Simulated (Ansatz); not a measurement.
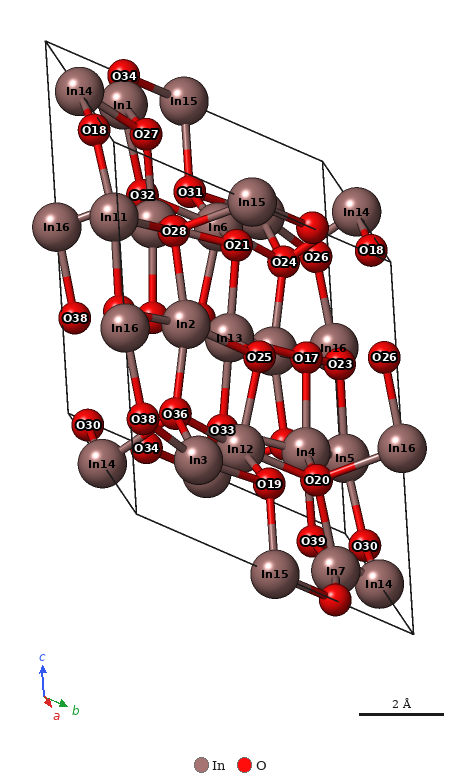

**Figure 1.** The structure as given in the input (ball-and-stick view of the cell of the calculation, seen slightly off an axis; atoms are numbered from 1 in the order of the input).

In$_{2}$O$_{3}$: band-structure calculation (part 1 of 2)

- system: In$_{2}$O$_{3}$ (Ia-3, 40 atoms in the cell)
- method: DFT PBE, scalar-relativistic, plane waves, PAW, PAW set soft_1, no spin polarisation (Ansatz 0.2.0)

The structure derives from an entry of the Crystallography Open Database. Figures and captions count atoms from 1; the log counts them from 0 in places.

## Input
```yaml
crystal:
  lattice:
    - [-5.1444601638, 5.1444601638, 5.1444601638]
    - [5.1444601638, -5.1444601638, 5.1444601638]
    - [5.1444601638, 5.1444601638, -5.1444601638]
  atoms:
    - { symbol: In, position: [0.25, 0.2161730453, 0.9661730453] }
    - { symbol: In, position: [0.75, 0.2838269547, 0.5338269547] }
    - { symbol: In, position: [0.9661730453, 0.25, 0.2161730453] }
    - { symbol: In, position: [0.5338269547, 0.75, 0.2838269547] }
    - { symbol: In, position: [0.2161730453, 0.9661730453, 0.25] }
    - { symbol: In, position: [0.2838269547, 0.5338269547, 0.75] }
    - { symbol: In, position: [0.75, 0.7838269547, 0.0338269547] }
    - { symbol: In, position: [0.25, 0.7161730453, 0.4661730453] }
    - { symbol: In, position: [0.0338269547, 0.75, 0.7838269547] }
    - { symbol: In, position: [0.4661730453, 0.25, 0.7161730453] }
    - { symbol: In, position: [0.7838269547, 0.0338269547, 0.75] }
    - { symbol: In, position: [0.7161730453, 0.4661730453, 0.25] }
    - { symbol: In, position: [0.5, 0.5, 0.5] }
    - { symbol: In, position: [0.5, 0.0, 0.0] }
    - { symbol: In, position: [0.0, 0.5, 0.0] }
    - { symbol: In, position: [0.0, 0.0, 0.5] }
    - { symbol: O, position: [0.5368797685, 0.7721189179, 0.5441936117] }
    - { symbol: O, position: [0.7279253062, 0.9926861568, 0.9558063883] }
    - { symbol: O, position: [0.9631202315, 0.5073138432, 0.2352391494] }
    - { symbol: O, position: [0.7720746938, 0.7278810821, 0.2647608506] }
    - { symbol: O, position: [0.5441936117, 0.5368797685, 0.7721189179] }
    - { symbol: O, position: [0.9558063883, 0.7279253062, 0.9926861568] }
    - { symbol: O, position: [0.2352391494, 0.9631202315, 0.5073138432] }
    - { symbol: O, position: [0.2647608506, 0.7720746938, 0.7278810821] }
    - { symbol: O, position: [0.7721189179, 0.5441936117, 0.5368797685] }
    - { symbol: O, position: [0.9926861568, 0.9558063883, 0.7279253062] }
    - { symbol: O, position: [0.5073138432, 0.2352391494, 0.9631202315] }
    - { symbol: O, position: [0.7278810821, 0.2647608506, 0.7720746938] }
    - { symbol: O, position: [0.4631202315, 0.2278810821, 0.4558063883] }
    - { symbol: O, position: [0.2720746938, 0.0073138432, 0.0441936117] }
    - { symbol: O, position: [0.0368797685, 0.4926861568, 0.7647608506] }
    - { symbol: O, position: [0.2279253062, 0.2721189179, 0.7352391494] }
    - { symbol: O, position: [0.4558063883, 0.4631202315, 0.2278810821] }
    - { symbol: O, position: [0.0441936117, 0.2720746938, 0.0073138432] }
    - { symbol: O, position: [0.7647608506, 0.0368797685, 0.4926861568] }
    - { symbol: O, position: [0.7352391494, 0.2279253062, 0.2721189179] }
    - { symbol: O, position: [0.2278810821, 0.4558063883, 0.4631202315] }
    - { symbol: O, position: [0.0073138432, 0.0441936117, 0.2720746938] }
    - { symbol: O, position: [0.4926861568, 0.7647608506, 0.0368797685] }
    - { symbol: O, position: [0.2721189179, 0.7352391494, 0.2279253062] }
basis:
  ecutwfc: 420
kpoints:
  mp_grid: { grid: [4, 4, 4] }
  band_path:
    path:
      - [[0.0, 0.0, 0.0], [0.5, -0.5, 0.5], [0.0, 0.0, 0.5], [0.0, 0.0, 0.0], [0.25, 0.25, 0.25], [0.5, -0.5, 0.5]]
      - [[0.25, 0.25, 0.25], [0.0, 0.0, 0.5]]
    npoints: 10
hamiltonian:
  xc: pbe
  pseudopotentials: { azcp: { folder: soft_1 } }
scf:
  occupations: { method: gaussian, width: 0.02 }
  n_extra_bands: 100
output:
  forces: true
  stress: true
  eigenvalues: true
  populations: true
  dos: { projected: true, de: 0.02, nscf_kmesh: { grid: [6, 6, 6] } }
  bader: false
  write_density: true
  write_potential: true
  elf: true
  volumetric_format: npy
```

Hardware: 8 threads of Intel Xeon Gold (Sapphire Rapids), 64 GiB of memory available, shared host.

Launch command:
```bash
ansatz run input.yaml --threads 8 --pin off --max-ram 22528MiB --backend cpu --events-out ev --progress --plain --runs-dir out
```

## The program's output
```
scf.n_extra_bands = 100 over 176 filled bands (N_el = 352.0): the run solves 276 bands
Engine: ansatz 0.2.0, x86_64-unknown-linux-gnu
Pseudopotentials: kind: paw
Pseudopotential: In, paw, valence charge 13, recommended cutoff 420 eV (normal), [file]
Pseudopotential: O, paw, valence charge 6, recommended cutoff 420 eV (normal), [file]
Functional definition: PBE
  parameter kappa = 0.804
  parameter beta = 0.06672455060314922
  exchange = pbe_x(kappa = kappa, mu = beta*pi^2/3)
  correlation = pbe_c(beta = beta)
Crystal: 40 atoms, lattice volume = 544.602 Å³
Basis set: ecut = 420 eV, 10641 PW (Γ), exchange–correlation on 120×120×120 points (8 copies of the dense FFT grid, shifted against one another)
Bands: 276, of which v1, the nominal top of the filled ones, is band 176 counted from 1 (175 counted from 0)
Symmetry: 24 space group operations
Space group: Ia-3 (ITA 206), of the structure as read, at distance tolerance 8.2e-5 Å
k-points: 8 of 64
Non-local potential: In, projectors of the file, l = 0: 2, l = 1: 2, l = 2: 2, l = 3: 1
Non-local potential: O, projectors of the file, l = 0: 2, l = 1: 2, l = 2: 1
PAW form: soft (Blöchl's): semilocal exchange-correlation on the pseudo side does not see the compensation charge
PAW one-centre angular grid: In, 590 points (default); XC on 64 Gauss nodes
PAW one-centre angular grid: O, 110 points (default); XC on 64 Gauss nodes
Initial density: superposition of atomic densities (chi_scale 0.1, normalization cell, long waves kept (reshape's long-wave potential 0.01 eV rms))
Initial wavefunctions: pseudopotential atomic-orbital guess
Functional: x = pbe(κ = 0.804, μ = 0.2195149727645171), c = pbe(β = 0.06672455060314922)
SCF iter   1: F=—  HF=-103192.679599 eV  |F-HF|=—  |Δ(HF+E_count)|=         —  Δρ=6.28e-2  dr2=1.64e1  ethr=3.10e-3  ⟨swp⟩=5.9  Hψ=9207  notcnv=0  defer=285
preconditioner: auto → Resta (q_TF=auto, 2.537 Å⁻¹)  ε∞=3.2  [insulator: Δε(μ)=1.160 eV  Ē_g=20.347 eV  σ=0.020 eV  W_gap=1.00  n_scr=140 (ndim 8)  ℏωp=29.9 eV  f_vac=0.000  D(μ)=0.00/eV (n_scr^D=0)  ε∞_Penn≈3.2]
SCF iter   2: F=—  HF=-103189.289131 eV  |F-HF|=—  |Δ(HF+E_count)|=    3.39e0  Δρ=3.07e-2  dr2=4.77e0  ethr=3.10e-3  ⟨swp⟩=2.9  Hψ=3237  notcnv=0  defer=761
SCF iter   3: F=—  HF=-103188.204815 eV  |F-HF|=—  |Δ(HF+E_count)|=    1.08e0  Δρ=5.16e-3  dr2=1.89e-1  ethr=1.36e-3  ⟨swp⟩=2.2  Hψ=2266  notcnv=0  defer=761
SCF iter   4: F=—  HF=-103188.228228 eV  |F-HF|=—  |Δ(HF+E_count)|=   2.34e-2  Δρ=1.37e-3  dr2=1.38e-2  ethr=5.38e-5  ⟨swp⟩=2.9  Hψ=2857  notcnv=0  defer=761
SCF iter   5: F=—  HF=-103188.243438 eV  |F-HF|=—  |Δ(HF+E_count)|=   1.52e-2  Δρ=2.13e-4  dr2=2.82e-4  ethr=3.91e-6  ⟨swp⟩=2.0  Hψ=2891  notcnv=0  defer=761
SCF iter   6: F=—  HF=-103188.244220 eV  |F-HF|=—  |Δ(HF+E_count)|=   7.82e-4  Δρ=3.85e-5  dr2=8.52e-6  ethr=8.02e-8  ⟨swp⟩=2.0  Hψ=2855  notcnv=0  defer=761
SCF iter   7: F=—  HF=-103188.243322 eV  |F-HF|=—  |Δ(HF+E_count)|=   8.98e-4  Δρ=1.09e-5  dr2=5.28e-7  ethr=2.42e-9  ⟨swp⟩=2.0  Hψ=3613  notcnv=0  defer=761
SCF iter   8: F=-103188.243322 eV  HF=-103188.243322 eV  |F-HF|=7.69e-8  |Δ(HF+E_count)|=   2.55e-7  Δρ=2.63e-6  dr2=5.15e-8  ethr=2.84e-11  ⟨swp⟩=16.6  Hψ=18533  notcnv=0
SCF 1 converged in 8 iterations: F = -103188.243322 eV  dr2 = 5.15e-8
  greatest PAW one-centre occupation: 0.990 electrons in one spin orbital (limit 2), on the In atom at site 12 (counted from 0), in its partial waves of l = 2
```

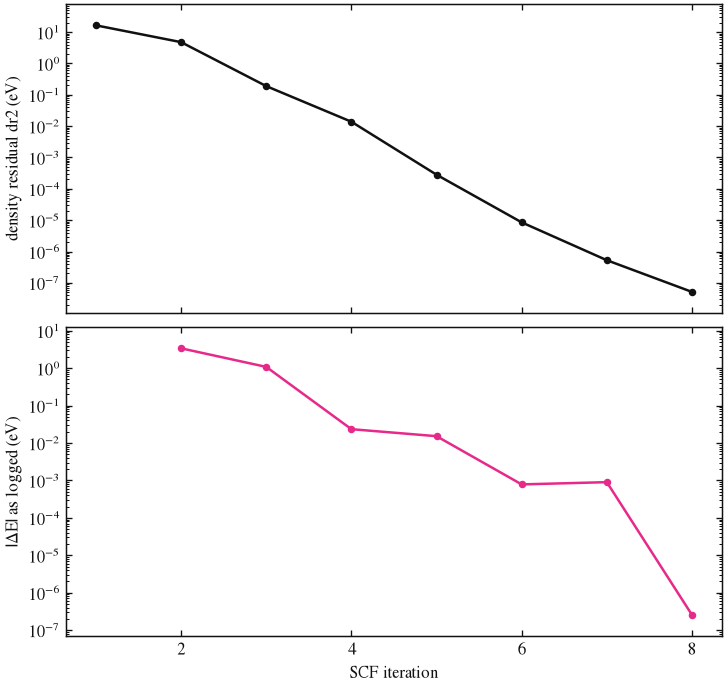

**Figure 2.** Convergence of the self-consistent field: density residual dr2 and size of the energy change against the SCF iteration. The residual falls at every step.

```
NSCF: frozen V_eff on 62 k-points
NSCF: frozen V_eff on 18 k-points
SCF converged after 8 iterations
Free energy (F): -103188.243322 eV
Harris-Foulkes:  -103188.243322 eV  (|F-HF|=7.69e-8)
Internal energy: -103188.243322 eV  (E = F + TS)
E sigma→0 (E₀):  -103188.243322 eV
Fermi energy:    8.574466 eV
--- Per-component energies (eV) ---
  E_band       = -174.006842
  E_kinetic    = 7554.022421
  E_local      = -23933.975577  (includes V_loc(G=0)·N_el)
  E_nonlocal   = 6529.224536
  E_hartree    = 9415.665836
  E_xc         = -3970.264273
  E_vxc        = -3584.098822  (∫ρ·V_xc dr)
  E_paw        = -71325.636729  (= ΣΔE_a)
  E_vpaw       = -5570.535450  (= ΣTr[D̂ρ^β])
  E_aug_tail   = 0.019857  (compensation charges beyond the density's cutoff)
  E_ewald      = -27457.299392
  E_smearing   = -0.000000  (= −TS)
  E_closure    = 0.000000  (closes the sum)
  Σ components = -103188.243322   (vs F -103188.243322, Δ=0.00e0)
--- Forces (eV/Å), atoms counted from 1 ---
  atom   1  In    -0.00239467     0.00000000    -0.00000000
  atom   2  In     0.00239467     0.00000000    -0.00000000
  atom   3  In     0.00000000    -0.00239467     0.00000000
  atom   4  In    -0.00000000     0.00239467    -0.00000000
  atom   5  In    -0.00000000    -0.00000000    -0.00239467
  atom   6  In    -0.00000000     0.00000000     0.00239467
  atom   7  In     0.00239467     0.00000000     0.00000000
  atom   8  In    -0.00239467     0.00000000     0.00000000
  atom   9  In    -0.00000000     0.00239467     0.00000000
  atom  10  In     0.00000000    -0.00239467    -0.00000000
  atom  11  In     0.00000000    -0.00000000     0.00239467
  atom  12  In    -0.00000000    -0.00000000    -0.00239467
  atom  13  In     0.00000000    -0.00000000     0.00000000
  atom  14  In     0.00000000    -0.00000000    -0.00000000
  atom  15  In     0.00000000    -0.00000000    -0.00000000
  atom  16  In     0.00000000    -0.00000000     0.00000000
  atom  17  O     -0.00084314     0.00244496     0.00157307
  atom  18  O      0.00084314    -0.00244496     0.00157307
  atom  19  O     -0.00084314    -0.00244496    -0.00157307
  atom  20  O      0.00084314     0.00244496    -0.00157307
  atom  21  O      0.00157307    -0.00084314     0.00244496
  atom  22  O      0.00157307     0.00084314    -0.00244496
  atom  23  O     -0.00157307    -0.00084314    -0.00244496
  atom  24  O     -0.00157307     0.00084314     0.00244496
  atom  25  O      0.00244496     0.00157307    -0.00084314
  atom  26  O     -0.00244496     0.00157307     0.00084314
  atom  27  O     -0.00244496    -0.00157307    -0.00084314
  atom  28  O      0.00244496    -0.00157307     0.00084314
  atom  29  O      0.00084314    -0.00244496    -0.00157307
  atom  30  O     -0.00084314     0.00244496    -0.00157307
  atom  31  O      0.00084314     0.00244496     0.00157307
  atom  32  O     -0.00084314    -0.00244496     0.00157307
  atom  33  O     -0.00157307     0.00084314    -0.00244496
  atom  34  O     -0.00157307    -0.00084314     0.00244496
  atom  35  O      0.00157307     0.00084314     0.00244496
  atom  36  O      0.00157307    -0.00084314    -0.00244496
  atom  37  O     -0.00244496    -0.00157307     0.00084314
  atom  38  O      0.00244496    -0.00157307    -0.00084314
  atom  39  O      0.00244496     0.00157307     0.00084314
  atom  40  O     -0.00244496     0.00157307    -0.00084314
  max |Σ_I F_I| component: 2.17e-18 eV/Å
--- Stress (GPa, compression-positive) ---
       -0.019100      -0.000000       0.000000
       -0.000000      -0.019100       0.000000
       -0.000000       0.000000      -0.019100
  P = ⅓ Tr σ = -0.0191 GPa (-0.191 kbar)
--- Band table (eV; the first three rows and the last of 8) ---
  k-point 0: bands = ["-9.3735", "-8.8165", "-8.8165", "-8.7473", "-8.7473", "-8.7473", "-8.7003", "-8.7003", "-8.7003", "-8.6659", ... 66 levels left out ..., "-3.8822", "-3.8822", "-3.8630", "-3.8630", "-3.8630", "-3.8438", "-3.8438", "-3.8403", "-3.7889", "-3.7487", "-3.7487", "-3.7487", "-3.7222", "-3.7222", "-3.7222", "-3.6993", "-3.6993", "-3.6764", "-3.6764", "-3.6764", "-3.2229", "-3.2229", "-3.2229", "-3.1723", "-3.1723", "-2.8301", "-2.8301", "-2.8301", "3.0140",
      "3.0354", "3.0354", "3.5214", "3.5214", "3.6411", "3.6411", "3.6411", "3.8543", "3.8543", "3.8543", "4.0182", "4.0182", "4.0182", "4.2139", "4.5649", "4.5649", "4.5649", "4.9912", "4.9912", "4.9912", "5.2162", "5.2784", "5.2784", "5.2784", "5.3287", "5.3287", "5.3287", "5.7674", "6.0125", "6.0125", "6.0125", "6.0575", "6.0575", "6.4343", "6.4343", "6.4343", "6.4737", "6.4737", "6.4737", "6.5651",
      "6.5651", "6.5651", "6.6048", "6.6909", "6.6909", "6.7390", "6.7390", "6.7390", "7.0737", "7.0737", "7.3872", "7.3872", "7.3872", "7.3900", "7.3900", "7.3900", "7.6816", "7.6816", "7.6816", "7.7881", "7.7881", "7.7881", "7.8399", "7.8399", "7.8694", "7.8808", "7.8808", "7.8808", "8.1039", "8.1039", "8.1039", "9.0445", "13.3231", "13.3231", "13.3231", "13.4055", "13.4437", "13.4437", "13.4510", "13.4510",
      "13.4510", "13.5709", "13.5709", "13.5709", "14.2606", "14.2606", "14.3773", "14.6119", "14.6119", "14.6119", "15.0529", "15.5333", "15.5333", "15.5333", "15.9920", "15.9920", "15.9920", "16.7839", "16.7839", "16.7839", "17.1479", "17.3891", "17.3891", "17.5282", "17.5282", "18.1904", "18.1904", "18.1904", "18.4626", "18.4626", "18.4626", "18.7293", "18.7293", "18.7293", "19.0287", "19.0287", "19.0287", "19.2979", "19.2979", "19.2979",
      "19.3930", "19.4952", "19.7497", "19.7497", "19.7497", "20.0886", "20.1453", "20.1453", "20.3766", "20.3766", "20.3766", "20.6307", "20.6307", "20.6307", "20.6654", "20.6654", "20.6654", "20.7394", "20.7394", "21.0694", "21.0694", "21.0694", "22.0886", "22.0886", "22.0886", "22.3789", "22.7770", "22.7770", "22.7770", "22.7803", "22.7803", "22.9349", "22.9349", "22.9349", "23.7504", "23.7504", "23.7504", "24.4287", "24.4287", "24.4287",
      "24.6135", "24.7066", "24.7066", "25.2399", "25.2399", "25.3347", "25.3347", "25.3347", "25.6742", "25.6742", "25.6742"]
```
